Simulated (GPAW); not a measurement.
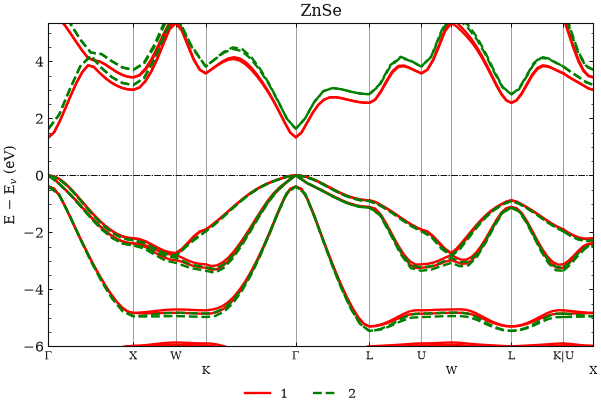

Band structures of zincblende ZnSe, space group F-43m (No. 216), 2 atoms in the primitive cell (cubic a = 5.668 Å), by two methods on the same cell. Each is counted from its own valence-band top.

Which curve is which? The methods: r4SCAN+SOC, RPBE+SOC.

Answer. 1 is RPBE+SOC; 2 is r4SCAN+SOC. RPBE+SOC gives a gap of 1.33 eV along the path and r4SCAN+SOC gives a gap of 1.63 eV along the path.

Settings. RPBE+SOC: the program's PAW data sets (release 1.2.1) made for this functional, spin-orbit coupling, no magnetisation, 7×7×7 k mesh, 600 eV cutoff, Fermi-Dirac smearing of 0.05 eV (GPAW). r4SCAN+SOC: GPAW PAW data sets (gpaw-data 1.2.1), spin-orbit coupling, no magnetisation, 7×7×7 k mesh, 600 eV cutoff, Fermi-Dirac smearing of 0.05 eV (GPAW).

The cell is at 5 GPa in RPBE+SOC and −1 GPa in r4SCAN+SOC. Spin-orbit coupling was added after a scalar SCF, so levels and gaps hold it while energy, forces, pressure and moments don't. This program's spin-orbit splittings come out too wide for heavy elements. LDA, GGA and most meta-GGA functionals understate gaps. r4SCAN+SOC: the PAW data sets were made with another functional.
